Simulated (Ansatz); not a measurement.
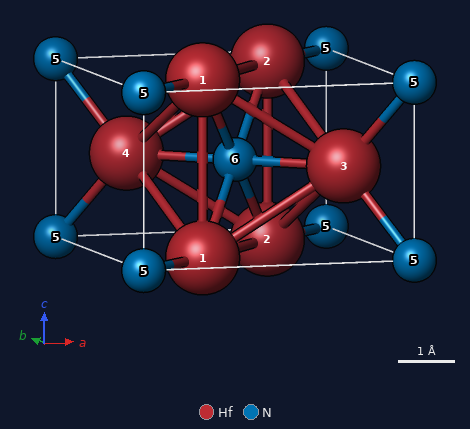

The structure (ball-and-stick view of the cell of the calculation, seen slightly off an axis; atoms are numbered from 1 in the order of the input).

## Hf₂N: single-point calculation

- system: Hf₂N (6 atoms in the cell)
- method: DFT LDA, scalar-relativistic, plane waves, PAW, PAW set soft_1, no spin polarisation (Ansatz 0.2.0)

The structure derives from a Materials Project entry. Figures and captions count atoms from 1; the log counts them from 0 in places.

Input file
```yaml
crystal:
  lattice:
    - [5.0683330392, 0.0, 0.0]
    - [0.0, 5.2521585898, 0.0]
    - [0.0, 0.0, 3.2005839592]
  atoms:
    - { symbol: Hf, position: [0.3092031779, 0.2816036895, 0.0] }
    - { symbol: Hf, position: [0.6907968221, 0.7183963105, 0.0] }
    - { symbol: Hf, position: [0.8092031779, 0.2183963105, 0.5] }
    - { symbol: Hf, position: [0.1907968221, 0.7816036895, 0.5] }
    - { symbol: "N", position: [0.0, 0.0, 0.0] }
    - { symbol: "N", position: [0.5, 0.5, 0.5] }
basis:
  ecutwfc: 520.0
kpoints:
  mp_grid: { grid: [8, 8, 12] }
hamiltonian:
  xc: lda
  pseudopotentials: { kind: paw, azcp: { folder: soft_1 } }
scf:
  occupations: { method: gaussian, width: 0.15 }
output:
  forces: true
  stress: true
  eigenvalues: true
  write_density: true
  write_potential: true
  elf: true
  volumetric_format: npy
```

Run on 4 threads of Arm Neoverse N1, 98 GiB of memory available, shared host.

Run as:
```bash
ansatz run input.yaml --threads 4 --pin off --max-ram 8192MiB --backend cpu --events-out ev --progress --plain --runs-dir out
```

Log
```
Warning: [file] the record states the generating functional pbe (its physics header spells it `PBE`), which answers neither for hamiltonian.xc's functional nor for the lda family's — results may be inconsistent (PPs are generated against a specific XC)
Warning: [file] the record states the generating functional pbe (its physics header spells it `PBE`), which answers neither for hamiltonian.xc's functional nor for the lda family's — results may be inconsistent (PPs are generated against a specific XC)
Engine: ansatz 0.2.0, aarch64-unknown-linux-gnu
Pseudopotentials: kind: paw
Pseudopotential: Hf, paw, valence charge 26, recommended cutoff 420 eV (normal), [file]
Pseudopotential: N, paw, valence charge 5, recommended cutoff 420 eV (normal), [file]
Functional definition: SPW92
  exchange = slater_x
  correlation = pw_c
Crystal: 6 atoms, lattice volume = 85.199 Å³
Basis set: ecut = 520 eV, 2283 PW (Γ)
Bands: 69, of which v1, the nominal top of the filled ones, is band 57 counted from 1 (56 counted from 0)
Symmetry: 8 space group operations
Space group: Pnnm (ITA 58), of the structure as read, at distance tolerance 4.4e-5 Å
k-points: 175 of 768
Non-local potential: Hf, projectors of the file, l = 0: 3, l = 1: 2, l = 2: 2, l = 3: 3
Non-local potential: N, projectors of the file, l = 0: 2, l = 1: 2, l = 2: 1
PAW form: soft (Blöchl's): semilocal exchange-correlation on the pseudo side does not see the compensation charge
PAW frozen core: Hf, regenerated for the run's functional, and the local potential with it (the file was generated under x = pbe(κ = 0.804, μ = 0.2195149727645171), c = pbe(β = 0.06672455060314922))
PAW frozen core: N, regenerated for the run's functional, and the local potential with it (the file was generated under x = pbe(κ = 0.804, μ = 0.2195149727645171), c = pbe(β = 0.06672455060314922))
PAW one-centre angular grid: Hf, 590 points (default); XC on 64 Gauss nodes
PAW one-centre angular grid: N, 110 points (default); XC on 64 Gauss nodes
Initial density: superposition of atomic densities (chi_scale 0.1, normalization cell, long waves kept (reshape's long-wave potential 0.00 eV rms))
Initial wavefunctions: pseudopotential atomic-orbital guess
Functional: x = slater, c = lda
SCF iter   1: F=—  HF=-62665.966929 eV  |F-HF|=—  |Δ(HF+E_count)|=         —  Δρ=3.68e-2  dr2=5.85e-1  ethr=3.10e-3  ⟨swp⟩=5.3  Hψ=37591  notcnv=0  defer=106
preconditioner: auto → Kerker (q_TF=auto, 2.864 Å⁻¹)  [metal: Δε(μ)=0.010 eV  Ē_g=17.678 eV  σ=0.150 eV  W_gap=0.04  n_scr=38 (ndim 8)  ℏωp=41.4 eV  f_vac=0.000  D(μ)=2.10/eV (n_scr^D=10)]
SCF iter   2: F=—  HF=-62665.919976 eV  |F-HF|=—  |Δ(HF+E_count)|=   4.70e-2  Δρ=2.05e-2  dr2=2.32e-1  ethr=5.13e-4  ⟨swp⟩=1.3  Hψ=14092  notcnv=0  defer=239
SCF iter   3: F=—  HF=-62665.913858 eV  |F-HF|=—  |Δ(HF+E_count)|=   6.12e-3  Δρ=5.08e-3  dr2=3.27e-2  ethr=2.03e-4  ⟨swp⟩=2.0  Hψ=19674  notcnv=0  defer=239
SCF iter   4: F=—  HF=-62665.882534 eV  |F-HF|=—  |Δ(HF+E_count)|=   3.13e-2  Δρ=3.40e-3  dr2=1.11e-2  ethr=2.87e-5  ⟨swp⟩=2.0  Hψ=21150  notcnv=0  defer=239
SCF iter   5: F=—  HF=-62665.879765 eV  |F-HF|=—  |Δ(HF+E_count)|=   2.77e-3  Δρ=1.41e-3  dr2=1.43e-3  ethr=9.76e-6  ⟨swp⟩=2.0  Hψ=12872  notcnv=0  defer=239
SCF iter   6: F=—  HF=-62665.879268 eV  |F-HF|=—  |Δ(HF+E_count)|=   4.97e-4  Δρ=3.29e-4  dr2=1.42e-4  ethr=1.25e-6  ⟨swp⟩=2.0  Hψ=18872  notcnv=0  defer=301
SCF iter   7: F=—  HF=-62665.879221 eV  |F-HF|=—  |Δ(HF+E_count)|=   4.67e-5  Δρ=1.22e-4  dr2=1.48e-5  ethr=1.25e-7  ⟨swp⟩=2.0  Hψ=21156  notcnv=0  defer=301
SCF iter   8: F=—  HF=-62665.879218 eV  |F-HF|=—  |Δ(HF+E_count)|=   3.10e-6  Δρ=2.90e-5  dr2=8.58e-7  ethr=1.30e-8  ⟨swp⟩=2.0  Hψ=21086  notcnv=0  defer=563
SCF iter   9: F=—  HF=-62665.879218 eV  |F-HF|=—  |Δ(HF+E_count)|=   1.48e-7  Δρ=6.71e-6  dr2=3.36e-8  ethr=8.77e-11  ⟨swp⟩=13.8  Hψ=100191  notcnv=0
SCF iter  10: F=-62665.879218 eV  HF=-62665.879218 eV  |F-HF|=2.85e-9  |Δ(HF+E_count)|=   7.65e-8  Δρ=2.34e-6  dr2=2.97e-9  ethr=2.95e-11  ⟨swp⟩=9.2  Hψ=86858  notcnv=0
SCF 1 converged in 10 iterations: F = -62665.879218 eV  dr2 = 2.97e-9
  greatest PAW one-centre occupation: 0.998 electrons in one spin orbital (limit 2), on the Hf atom at site 3 (counted from 0), in its partial waves of l = 3
```

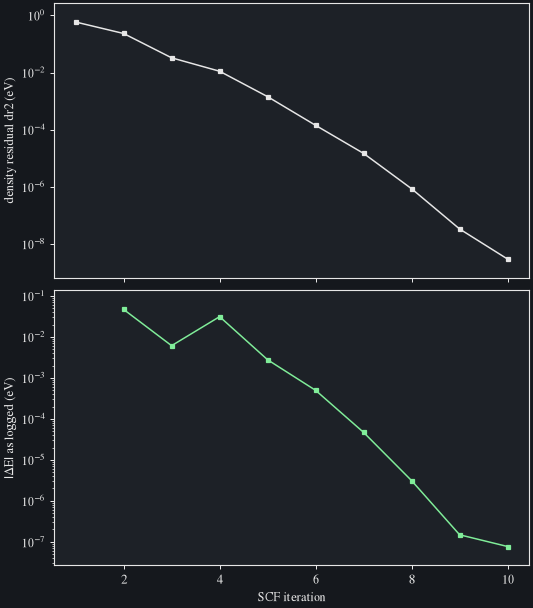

Convergence of the self-consistent field: density residual dr2 and size of the energy change against the SCF iteration. The residual falls at every step.

```
SCF converged after 10 iterations
Free energy (F): -62665.879218 eV
Harris-Foulkes:  -62665.879218 eV  (|F-HF|=2.85e-9)
Internal energy: -62665.853381 eV  (E = F + TS)
E sigma→0 (E₀):  -62665.866299 eV
Entropy (-TS):   -0.025837 eV (-4.306 meV/atom)
Fermi energy:    20.537163 eV
--- Per-component energies (eV) ---
  E_band       = 350.022062
  E_kinetic    = 1913.968753
  E_local      = -24137.790040  (includes V_loc(G=0)·N_el)
  E_nonlocal   = 369.189556
  E_hartree    = 11854.518766
  E_xc         = -1183.403190
  E_vxc        = -1180.616897  (∫ρ·V_xc dr)
  E_paw        = -30062.378724  (= ΣΔE_a)
  E_vpaw       = -323.767170  (= ΣTr[D̂ρ^β])
  E_aug_tail   = 0.000229  (compensation charges beyond the density's cutoff)
  E_ewald      = -21429.947171
  E_core_change = 9.988440  (= ΣΔE_core)
  E_smearing   = -0.025837  (= −TS)
  E_closure    = -0.000000  (closes the sum)
  Σ components = -62665.879218   (vs F -62665.879218, Δ=0.00e0)
--- Forces (eV/Å), atoms counted from 1 ---
  atom   1  Hf    -0.13047131     0.14403784     0.00000000
  atom   2  Hf     0.13047131    -0.14403784     0.00000000
  atom   3  Hf    -0.13047131    -0.14403784    -0.00000000
  atom   4  Hf     0.13047131     0.14403784     0.00000000
  atom   5  N      0.00000000     0.00000000     0.00000000
  atom   6  N      0.00000000     0.00000000     0.00000000
  max |Σ_I F_I| component: 2.78e-17 eV/Å
--- Stress (GPa, compression-positive) ---
       16.775924      -0.000000       0.000000
       -0.000000       3.694552       0.000000
        0.000000       0.000000       4.042301
  P = ⅓ Tr σ = 8.1709 GPa (81.709 kbar)
--- Band table (eV; the first three rows and the last of 175) ---
  k-point 0: bands = ["-40.9379", "-40.8600", "-40.8290", "-40.8036", "-10.6526", "-10.0409", "-10.0159", "-9.8119", "-9.6991", "-9.4661", "-9.4322", "-9.3303", "-9.2473", "-9.2123", "-9.1210", "-9.1195", "4.2012", "6.3212", "9.0890", "9.0933", "9.1051", "9.1260", "9.1407", "9.1462", "9.1488", "9.1605", "9.1625", "9.1667", "9.1675", "9.1684", "9.1709", "9.1783", "9.1833", "9.1904", "9.1947", "9.2054", "9.2064", "9.2073", "9.2121", "9.2159", "9.2201", "9.2239", "9.2402", "9.2466", "9.2517", "9.2921", "13.3897", "13.6713", "14.6237", "15.6813", "15.8529", "16.0317", "17.0012", "18.2669", "20.7599", "21.1970", "21.3486", "21.4762", "21.7653", "22.0948", "22.4815", "22.7173", "23.5128", "23.9039", "24.0736", "24.4487", "26.6562", "27.4872", "27.4878"]
  k-point 1: bands = ["-40.9343", "-40.8581", "-40.8282", "-40.8046", "-10.6311", "-10.0230", "-9.9989", "-9.7994", "-9.7218", "-9.4815", "-9.4634", "-9.3652", "-9.2576", "-9.2520", "-9.1339", "-9.1312", "4.2677", "6.3090", "9.0927", "9.0976", "9.1086", "9.1290", "9.1367", "9.1404", "9.1566", "9.1617", "9.1620", "9.1649", "9.1658", "9.1670", "9.1700", "9.1798", "9.1826", "9.1933", "9.1986", "9.2007", "9.2067", "9.2115", "9.2128", "9.2165", "9.2171", "9.2251", "9.2374", "9.2446", "9.2487", "9.2886", "13.5242", "13.8057", "14.4334", "15.8616", "15.9285", "16.0299", "16.8636", "18.3863", "20.6583", "20.7962", "20.9275", "21.3578", "21.5654", "22.3854", "22.6598", "23.4075", "23.6342", "23.8314", "24.3055", "24.3972", "26.8495", "27.2263", "27.4472"]
  k-point 2: bands = ["-40.9240", "-40.8530", "-40.8262", "-40.8076", "-10.5692", "-9.9712", "-9.9496", "-9.7806", "-9.7633", "-9.5458", "-9.5331", "-9.4586", "-9.3747", "-9.2686", "-9.1735", "-9.1674", "4.4506", "6.2640", "9.1033", "9.1096", "9.1181", "9.1273", "9.1377", "9.1404", "9.1526", "9.1590", "9.1606", "9.1626", "9.1675", "9.1701", "9.1733", "9.1840", "9.1842", "9.1930", "9.1981", "9.1982", "9.2082", "9.2100", "9.2142", "9.2147", "9.2176", "9.2302", "9.2347", "9.2399", "9.2409", "9.2782", "13.8914", "14.1250", "14.1709", "15.8809", "16.0183", "16.4381", "16.5041", "18.7112", "20.0562", "20.3859", "20.4898", "20.4972", "21.9183", "23.0222", "23.1536", "23.6590", "23.8786", "23.9678", "24.3738", "24.9750", "26.8322", "27.1448", "27.3682"]
  k-point 174: bands = ["-40.8481", "-40.8481", "-40.8277", "-40.8277", "-10.4498", "-10.4498", "-10.1441", "-10.1441", "-9.5223", "-9.5223", "-9.5137", "-9.5137", "-9.3830", "-9.3830", "-9.2703", "-9.2703", "5.4411", "5.4411", "9.1315", "9.1315", "9.1500", "9.1500", "9.1559", "9.1559", "9.1619", "9.1619", "9.1662", "9.1662", "9.1695", "9.1695", "9.1845", "9.1845", "9.1942", "9.1942", "9.1946", "9.1946", "9.2022", "9.2022", "9.2073", "9.2073", "9.2168", "9.2168", "9.2169", "9.2169", "9.2466", "9.2466", "14.7855", "14.7855", "14.9232", "14.9232", "15.4499", "15.4499", "18.6732", "18.6732", "19.4596", "19.4596", "20.1871", "20.1871", "22.2095", "22.2095", "23.6531", "23.6531", "25.2706", "25.2706", "26.5468", "26.5468", "27.0866", "27.0866", "28.1304"]
```

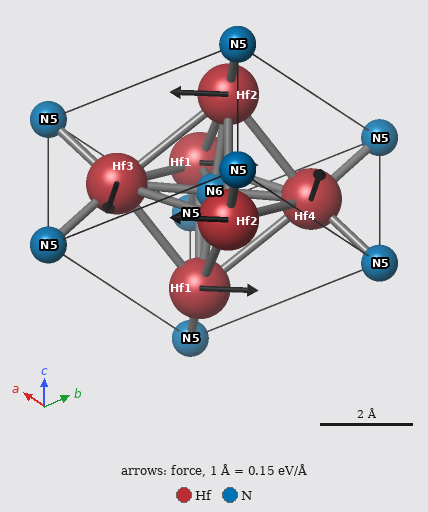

Forces on the atoms as black arrows (ball-and-stick view of the cell of the calculation, seen at an oblique angle; atoms are numbered from 1 in the order of the input). The largest act on all 4 Hf atoms (0.19 eV/Å). The geometry is not a stationary point of this energy.

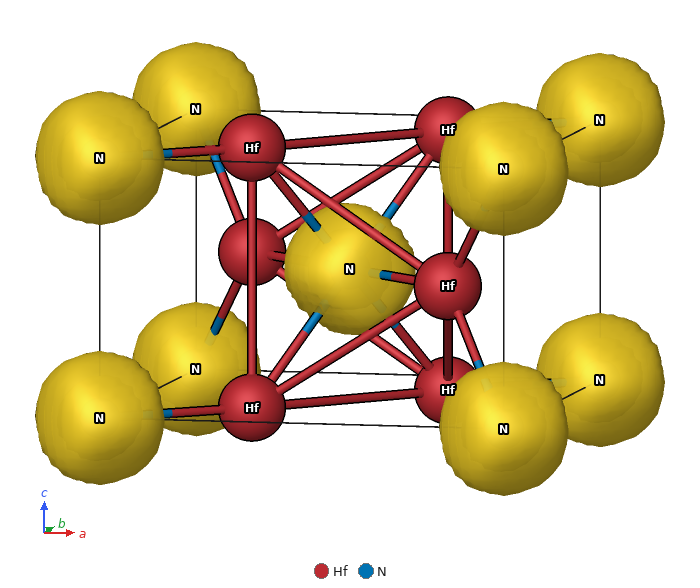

Isosurface of the ELF at 0.75 (yellow), seen slightly off an axis. Only the valence region is drawn (cores and ρ < 0.01 e/Å³ removed). Sticks mark near contacts. The outline is the cell set on symmetry axes. Along the contacts the grid gives the following. Hf–N (2.15 Å): the ELF peaks at about 0.80 in the valence shell of N, 0.6 Å from its nucleus, and drops to about 0.20 between the two atoms; a polar contact without a shared pair, in a metal. Hf–Hf (3.00 Å): the ELF is about 0.10 at the midpoint (no shared electron pair). In a PAW calculation such maps are meaningful between the atoms, not at the nuclei.

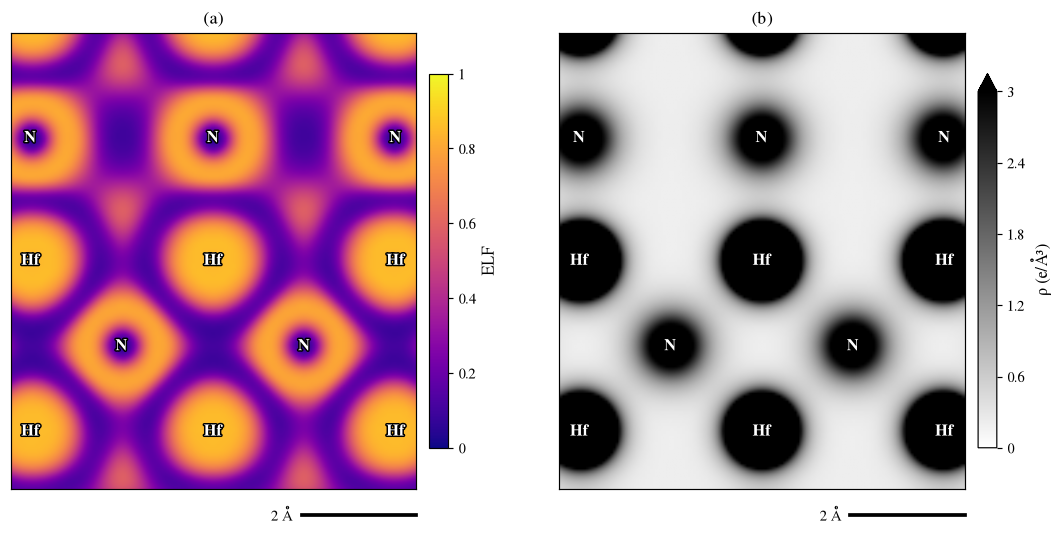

(a) electron localisation function; (b) valence pseudo-density on the (110) plane of the conventional cell. The section cuts through Hf and N sites. Hf–N (2.15 Å): ρ at the midpoint is about 0.63 e/Å³; the ELF peaks at about 0.80 in the valence shell of N, 0.6 Å from its nucleus, and drops to about 0.20 between the two atoms (no shared pair; the contact is polar). Hf–Hf (3.00 Å): the density is about 0.2 e/Å³ at the midpoint; the ELF is about 0.10 at the midpoint (no shared electron pair). Hf–Hf (3.20 Å): ρ at the midpoint is about 0.2 e/Å³; the ELF is about 0.20 at the midpoint; no shared electron pair. Away from the nuclei the density in this plane falls to 0.19 e/Å³ at its lowest. The strong features right at Hf lie inside the PAW spheres (semicore, d or f shells) and say nothing about bonding.

Results in brief

- outcome: converged
- space group (tolerance 0.01 Å): Pnnm (58)
- electrons treated: 114
- free energy: −62665.8792 eV
- Fermi energy: 20.537 eV
- gap on the k-point mesh: none (metallic)
- pressure: 8.17 GPa
- largest force (length of the vector): 0.194 eV/Å
- wall time: 67 s (CPU time 4.4 min)
- peak memory: 1.1 GiB

Warnings of the run: the PAW datasets were made with another functional. Spin–orbit coupling is left out, which matters for Hf.
